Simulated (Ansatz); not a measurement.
```
CELL_PARAMETERS angstrom
3.22900 0.00000 0.00000
-1.61450 4.25186 0.00000
0.00000 0.00000 24.94977
ATOMIC_POSITIONS crystal
Si 0.71367 0.42733 0.30060
Si 0.43052 0.86104 0.34022
W 0.14418 0.28837 0.38027
Si 0.85785 0.71570 0.42033
Si 0.57470 0.14940 0.45994
W 0.28837 0.57673 0.50000
Si 0.00203 0.00407 0.54006
Si 0.71889 0.43777 0.57967
W 0.43255 0.86510 0.61973
Si 0.14622 0.29243 0.65978
Si 0.86307 0.72614 0.69940
```

Not relaxed (largest force 1.0 eV/Å).

These are results of Ansatz, DFT PBE, scalar-relativistic, plane waves, PAW, not measurements.

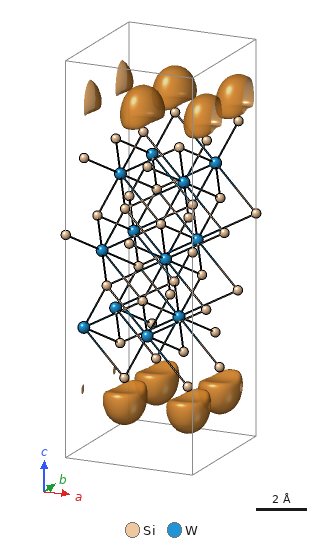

Si8W3 (slab). Isosurface of the ELF at 0.85 (orange), seen slightly off an axis. Core shells and regions of very low density are left out. Sticks mark near contacts.

Core electrons are frozen (PAW), and the valence fields are smoothed inside the atomic spheres.

Q: Identify the bonds, lone pairs and shells in this picture.

A: The surface consists of two lobes on Si, pointing away from the bonds (lone pairs), counted in one cell of 11 atoms. Counts are for one cell; the picture repeats the cell along the surface.

Values along the shortest contacts:
Si–W (2.63 Å): the ELF peaks at about 0.75 in the valence shell of Si, 0.9 Å from its nucleus, and is about 0.45 at the midpoint.

Q: Does the calculation make it a metal, or give it a gap?

A: It is gapless in this calculation (a metal or semimetal).
